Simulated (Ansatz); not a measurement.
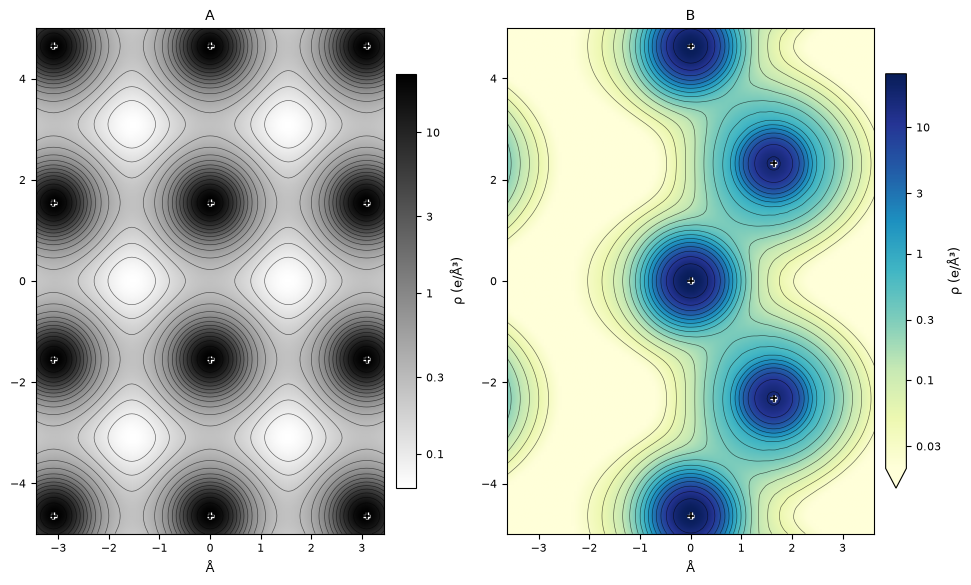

The valence charge density (pseudo) of 2 systems, each on a plane through atoms (crosses mark nuclei in the plane).

Computed with DFT, r2SCAN, plane waves, PAW in Ansatz 0.2.0.

System 1: Sb, the (001) plane of the conventional cell. Space group Pm-3m; started from the measured structure prototype, which need not be the ambient phase; computed without spin polarisation.

System 2: CdTe, the (011) plane of the conventional cell. Space group F-43m; started from the measured structure prototype, which need not be the ambient phase.

Question: Match each panel to its system.

Answer: Panel A is system 1, Sb: the plane holds Sb. Sb–Sb (3.10 Å): the density is about 0.26 e/Å³ at the midpoint. Panel B is system 2, CdTe: the plane holds Cd and Te. Cd–Te (2.84 Å): ρ is about 0.34 e/Å³ halfway.
